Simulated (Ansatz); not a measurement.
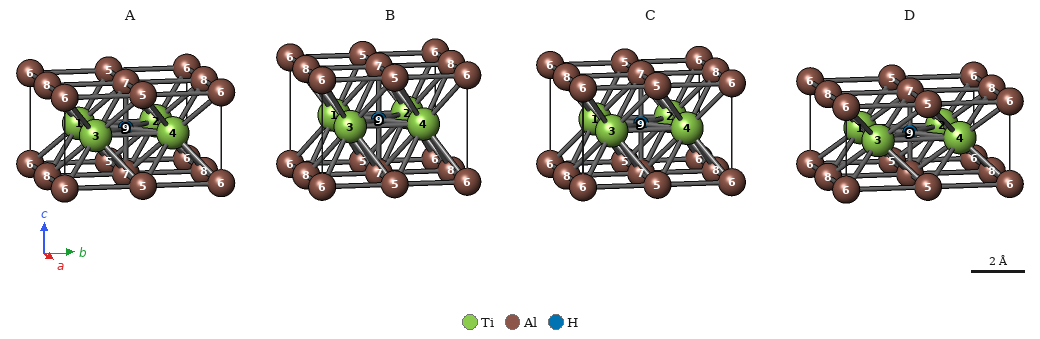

4 geometries from one relaxation of a crystal of Ti$_{4}$Al$_{4}$H (set up in P4/mmm) (coarse preliminary run), in shuffled order. Style: ball-and-stick. Shown: the cell of the calculation, slightly off an axis.

Case: 1 H put on empty site 1 of 4 host cells, relaxed.

These are results of Ansatz, DFT PBE, scalar-relativistic, plane waves, PAW, not measurements. Set-up: plane-wave cutoff 420 eV; k-point mesh 4 × 4 × 6; occupations gaussian; smearing width 0.1 eV; no spin polarisation; cell and atoms relaxed; force threshold 0.0325 eV/Å; at most 70 steps.

> Put them in the order of the run, from the start to the converged end.

D, A, C, B. They are steps 0, 2, 4, 11, at +253 meV per atom, +138 meV per atom, +39.9 meV per atom relative to the last. The largest moves relative to the cell, 0.014 Å, are those of Ti1, Ti2, Ti3 and Ti4. Ti1 goes along [−1 −1 0]. Al and H stay in place. Cell: a = b 6.373 → 5.655 Å (−11.3 %), c 3.187 → 4.105 Å (+28.8 %). Volume +1.4 %. Among the contacts that change: Ti1–Ti1 3.187 → 4.105 Å, Al7–H9 1.593 → 2.053 Å, Ti1–Ti2 3.187 → 2.807 Å, Al5–Al6 3.187 → 2.828 Å. The space group stays P4/mmm (No. 123). Over 9 accepted moves (11 points after the start) the energy falls by 253 meV per atom. The largest force component goes from 0.085 to 0.0023 eV/Å. Pressure: 3.09 GPa at the start and −0.07 GPa at the end. At 2 points the geometry stayed and the basis and grid were re-selected for the new cell (energy shift of 19.1 meV per atom at most each time). The run took 56 s on 2 threads of Arm Neoverse V1 (shared host), peak memory 0.46 GiB.
